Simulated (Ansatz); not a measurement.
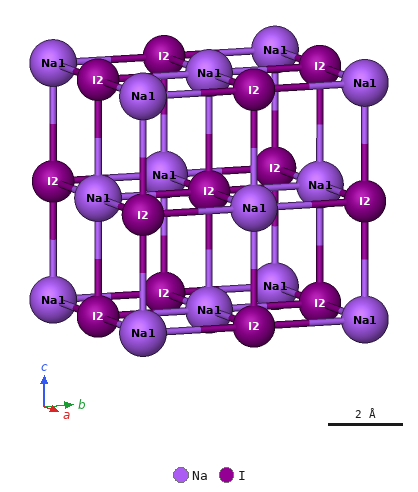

**Figure 1.** The input geometry (ball-and-stick view of the cell 4 times as large as that of the calculation, set on its symmetry axes, seen slightly off an axis; atoms are numbered from 1 in the order of the input). An atom can appear more than once, as a periodic image.

## Single-point calculation of NaI

- system: NaI (2 atoms in the cell)
- method: DFT, PBE, plane waves, PAW, no spin polarisation (Ansatz 0.2.0)

The structure derives from an entry of the Crystallography Open Database. Figures and captions count atoms from 1; the log counts them from 0 in places.

The program's output
```
Engine: ansatz 0.2.0, aarch64-unknown-linux-gnu
Pseudopotentials: kind: paw
Pseudopotential: Na, paw, valence charge 9, recommended cutoff 420 eV (normal), Na.paw.azcp
Pseudopotential: I, paw, valence charge 17, recommended cutoff 420 eV (normal), I.paw.azcp
Functional definition: PBE
  parameter kappa = 0.804
  parameter beta = 0.06672455060314922
  exchange = pbe_x(kappa = kappa, mu = beta*pi^2/3)
  correlation = pbe_c(beta = beta)
Crystal: 2 atoms, lattice volume = 69.582 Å³
Basis set: ecut = 420 eV, 1363 PW (Γ), exchange–correlation on 64×64×64 points (8 copies of the dense FFT grid, shifted against one another)
Bands: 17, of which v1, the nominal top of the filled ones, is band 13 counted from 1 (12 counted from 0)
Symmetry: 48 space group operations
Space group: Fm-3m (ITA 225), of the structure as read, at distance tolerance 4.1e-5 Å
k-points: 47 of 1000
Non-local potential: Na, projectors of the file, l = 0: 3, l = 1: 2, l = 2: 1
Non-local potential: I, projectors of the file, l = 0: 2, l = 1: 2, l = 2: 2, l = 3: 2
PAW form: soft (Blöchl's): semilocal exchange-correlation on the pseudo side does not see the compensation charge
PAW one-centre angular grid: Na, 110 points (default); XC on 64 Gauss nodes
PAW one-centre angular grid: I, 590 points (default); XC on 64 Gauss nodes
Initial density: superposition of atomic densities (chi_scale 0, normalization cell)
Initial wavefunctions: pseudopotential atomic-orbital guess
Functional: x = pbe(κ = 0.804, μ = 0.2195149727645171), c = pbe(β = 0.06672455060314922)
SCF iter   1: F=—  HF=-9001.948528 eV  |F-HF|=—  |Δ(HF+E_count)|=         —  Δρ=1.23e-2  dr2=2.86e-1  ethr=3.10e-3  ⟨swp⟩=6.0  Hψ=4328  notcnv=0
preconditioner: auto → none  [insulator: Δε(μ)=3.798 eV  Ē_g=10.745 eV  σ=0.050 eV  W_gap=1.00  n_scr=14 (ndim 8)  ℏωp=12.6 eV  f_vac=0.008  D(μ)=0.00/eV (n_scr^D=0)  ε∞_Penn≈2.4]
SCF iter   2: F=—  HF=-9001.879990 eV  |F-HF|=—  |Δ(HF+E_count)|=   6.85e-2  Δρ=5.01e-3  dr2=1.82e-2  ethr=1.10e-3  ⟨swp⟩=3.0  Hψ=1639  notcnv=0
SCF iter   3: F=—  HF=-9001.882902 eV  |F-HF|=—  |Δ(HF+E_count)|=   2.91e-3  Δρ=2.15e-3  dr2=2.97e-3  ethr=7.02e-5  ⟨swp⟩=2.0  Hψ=1551  notcnv=0
SCF iter   4: F=—  HF=-9001.884842 eV  |F-HF|=—  |Δ(HF+E_count)|=   1.94e-3  Δρ=3.98e-4  dr2=6.29e-5  ethr=1.14e-5  ⟨swp⟩=2.0  Hψ=1175  notcnv=0
SCF iter   5: F=—  HF=-9001.884984 eV  |F-HF|=—  |Δ(HF+E_count)|=   1.41e-4  Δρ=3.64e-5  dr2=9.56e-7  ethr=2.42e-7  ⟨swp⟩=2.0  Hψ=987  notcnv=0
SCF iter   6: F=-9001.884986 eV  HF=-9001.884986 eV  |F-HF|=3.17e-8  |Δ(HF+E_count)|=   2.15e-6  Δρ=8.52e-6  dr2=4.35e-8  ethr=3.85e-10  ⟨swp⟩=12.1  Hψ=6883  notcnv=0
SCF 1 converged in 6 iterations: F = -9001.884986 eV  dr2 = 4.35e-8
  Residual-converged pass: ⟨swp⟩=1.0  Hψ=988  notcnv=0  max |occ|·‖R‖ = 6.9e-9 eV (tolerance 1.0e-8 eV)  dr2=4.35e-8  dr2_onsite=1.27e-8  max |Δocc| = 0.0e0
  greatest PAW one-centre occupation: 0.999 electrons in one spin orbital (limit 2), on the Na atom at site 0 (counted from 0), in its partial waves of l = 0
SCF converged after 6 iterations
Free energy (F): -9001.884986 eV
Harris-Foulkes:  -9001.884986 eV  (|F-HF|=3.17e-8)
Internal energy: -9001.884986 eV  (E = F + TS)
E sigma→0 (E₀):  -9001.884986 eV
Fermi energy:    4.587622 eV
--- Per-component energies (eV) ---
  E_band       = -620.143955
  E_kinetic    = 309.587873
  E_local      = -3383.248916  (includes V_loc(G=0)·N_el)
  E_nonlocal   = 24.916826
  E_hartree    = 1532.776359
  E_xc         = -167.191667
  E_vxc        = -178.888311  (∫ρ·V_xc dr)
  E_paw        = -5080.335724  (= ΣΔE_a)
  E_vpaw       = -458.061349  (= ΣTr[D̂ρ^β])
  E_aug_tail   = -0.000045  (compensation charges beyond the density's cutoff)
  E_ewald      = -2238.389693
  E_smearing   = -0.000000  (= −TS)
  E_closure    = -0.000000  (closes the sum)
  Σ components = -9001.884986   (vs F -9001.884986, Δ=0.00e0)
--- Forces (eV/Å), atoms counted from 1 ---
  atom   1  Na    -0.00000000     0.00000000     0.00000000
  atom   2  I      0.00000000     0.00000000     0.00000000
  max |Σ_I F_I| component: 5.18e-29 eV/Å
--- Stress (GPa, compression-positive) ---
        0.000379      -0.000000      -0.000000
        0.000000       0.000379      -0.000000
       -0.000000      -0.000000       0.000379
  P = ⅓ Tr σ = 0.0004 GPa (0.004 kbar)
--- Band table (eV; the first three rows and the last of 47) ---
  k-point 0: bands = ["-47.7560", "-40.2245", "-40.2245", "-40.2213", "-40.2213", "-40.2213", "-19.6688", "-19.6688", "-19.6688", "-8.1530", "2.7989", "2.7989", "2.7989", "6.3755", "10.7578", "10.7578", "10.7578"]
  k-point 1: bands = ["-47.7560", "-40.2245", "-40.2245", "-40.2213", "-40.2213", "-40.2213", "-19.6692", "-19.6688", "-19.6688", "-8.1272", "2.5005", "2.7716", "2.7716", "6.7204", "10.4821", "10.8621", "10.8621"]
  k-point 2: bands = ["-47.7560", "-40.2245", "-40.2245", "-40.2213", "-40.2213", "-40.2213", "-19.6704", "-19.6689", "-19.6689", "-8.0581", "1.8806", "2.7021", "2.7021", "7.3941", "10.2062", "10.9018", "10.9018"]
  k-point 46: bands = ["-47.7559", "-40.2245", "-40.2244", "-40.2213", "-40.2212", "-40.2211", "-19.6716", "-19.6710", "-19.6704", "-7.7860", "1.2994", "1.6323", "1.9284", "8.3720", "9.6736", "10.8863", "10.9426"]
```

File v_z.tsv
```
# z_ang	v_es[eV]	v_tot[eV]
# format = ansatz-planar-average/11
# xc	pbe
# density_cutoff_ev	1680
# datasets	Na=:simpson_from_first_knot:soft	I=:simpson_from_first_knot:soft
# lattice	0.000000000	3.264537067	3.264537067
# lattice	3.264537067	0.000000000	3.264537067
# lattice	3.264537067	3.264537067	0.000000000
# sites	2
# site	11	0.000000000	0.000000000	0.000000000
# site	53	3.264537067	3.264537067	3.264537067
0.000000	2.258076e0	-4.352263e0
0.144274	2.474099e0	-4.135046e0
0.288547	3.068730e0	-3.536559e0
0.432821	3.888654e0	-2.713822e0
0.577094	4.711923e0	-1.892329e0
0.721368	5.319441e0	-1.303098e0
0.865641	5.581998e0	-1.112019e0
1.009915	5.469621e0	-1.386577e0
1.154188	5.050805e0	-2.059857e0
1.298462	4.489923e0	-2.929066e0
1.442735	3.980513e0	-3.779305e0
1.587009	3.660902e0	-4.480743e0
1.731282	3.576710e0	-4.941558e0
1.875556	3.693267e0	-5.121982e0
2.019829	3.917032e0	-5.100958e0
2.164103	4.124855e0	-5.010578e0
2.308376	4.208518e0	-4.963903e0
2.452650	4.124855e0	-5.010578e0
2.596923	3.917032e0	-5.100958e0
2.741197	3.693267e0	-5.121982e0
2.885470	3.576710e0	-4.941558e0
3.029744	3.660902e0	-4.480743e0
3.174017	3.980513e0	-3.779305e0
3.318291	4.489923e0	-2.929066e0
3.462564	5.050805e0	-2.059857e0
3.606838	5.469621e0	-1.386577e0
3.751111	5.581998e0	-1.112019e0
3.895385	5.319441e0	-1.303098e0
4.039659	4.711923e0	-1.892329e0
4.183932	3.888654e0	-2.713822e0
4.328206	3.068730e0	-3.536559e0
4.472479	2.474099e0	-4.135046e0
```

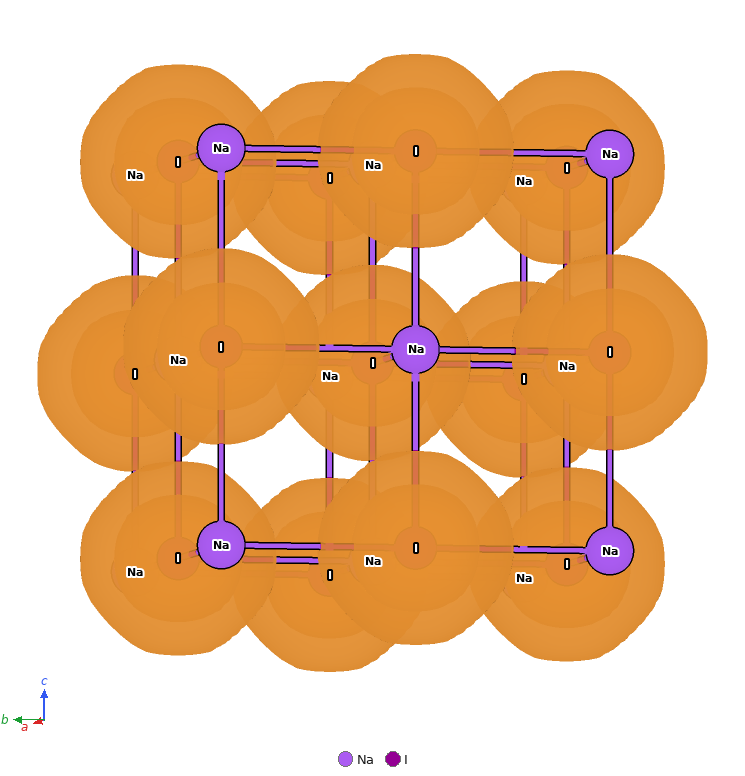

**Figure 2.** Isosurface of the ELF at 0.7 (orange), seen at an oblique angle. Only the valence region is drawn (cores and ρ < 0.01 e/Å³ removed). Sticks mark near contacts. The outline is the cell set on symmetry axes. Values along the shortest contacts: In a PAW calculation such maps are meaningful between the atoms, not at the nuclei.

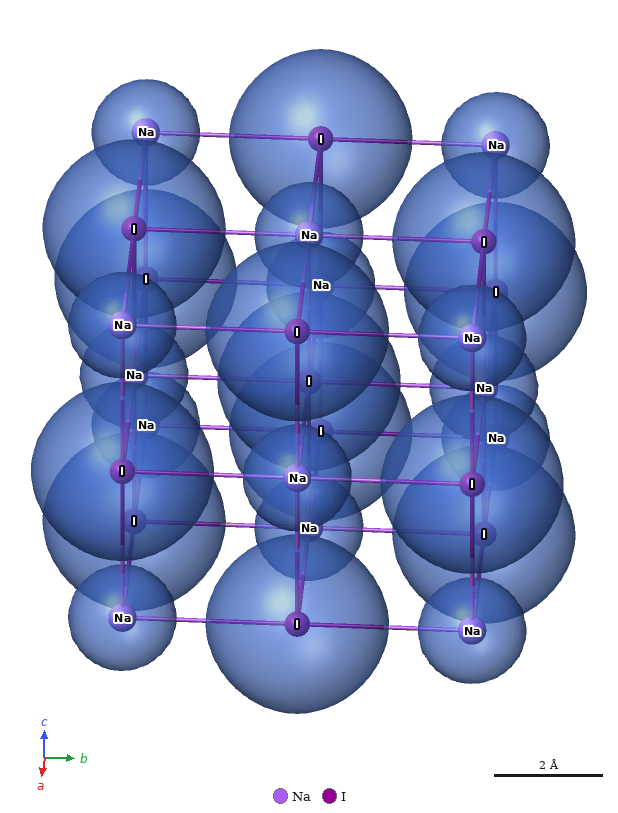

**Figure 3.** Isosurface of the valence charge density (pseudo) at 0.1 e/Å³ (blue), seen at an oblique angle. Sticks mark near contacts. The outline is the cell set on symmetry axes. At this value the density breaks into separate islands; it holds about 95 % of the electrons treated as valence (semicore included). It is pinched off along the Na–I (3.26 Å) contacts. On the grid the lowest density along these lines, outside the cores, is 0.06 e/Å³ (Na–I, 3.26 Å).

This output came from the following input.

Input
```yaml
crystal:
  lattice:
    - [0.0, 3.2645370669, 3.2645370669]
    - [3.2645370669, 0.0, 3.2645370669]
    - [3.2645370669, 3.2645370669, 0.0]
  atoms:
    - { symbol: Na, position: [0.0, 0.0, 0.0] }
    - { symbol: I, position: [0.5, 0.5, 0.5] }
basis:
  ecutwfc: 420
  ecutrho_ratio: 4
kpoints:
  mp_grid: { grid: [10, 10, 10] }
hamiltonian:
  xc: pbe
scf:
  occupations: { method: gaussian, width: 0.05 }
  initial_density: { chi_scale: 0.0 }
output:
  forces: true
  stress: true
  write_density: true
  write_potential: true
  elf: true
  volumetric_format: npy
```

Launched with:
```bash
ansatz run input.yaml --threads 4 --pin off --max-ram 7168MiB --backend cpu --events-out ev --progress --plain --runs-dir out
```

Summary

- outcome: converged
- space group (tolerance 0.01 Å): Fm-3m (225)
- electrons treated: 26
- free energy: −9001.8850 eV
- Fermi energy: 4.588 eV
- gap on the k-point mesh: 3.58 eV
- pressure: 0.00 GPa
- largest force (length of the vector): under 0.001 eV/Å
- hardware: 4 threads of Arm Neoverse V2, 24 GiB of memory available, shared host
- wall time: 1.3 s (CPU time 4.8 s)
- peak memory: 0.35 GiB

Settings chosen away from the usual ones: scf.initial_density.chi_scale = 0.0.
